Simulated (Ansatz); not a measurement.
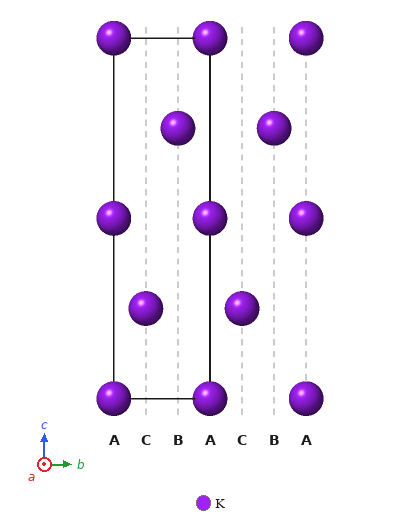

Projection along an edge of the hexagonal mesh, stacking direction c upwards. The dashed lines mark the three columns A (0, 0), B (1/3, 2/3) and C (2/3, 1/3). The sequence starts with the first layer at or above the cell's origin.

K (space group P6_3/mmc, No. 194). Coordinates: coordinates from a relaxation with DFT r2SCAN, scalar-relativistic, plane waves, PAW in Ansatz 0.2.0.

> List the layers of one repeat.

K(A) – K(C) – K(A) – K(B) (four layers in 15.51 Å).

> Taking all atoms as equal spheres, what packing is it?

As equal spheres, ACAB: a mixed close packing, (ch) in Jagodzinski's notation.

> What short polytype symbol fits?

Polytype symbol 4H, Ramsdell's symbol (number of layers in the repeat and lattice).
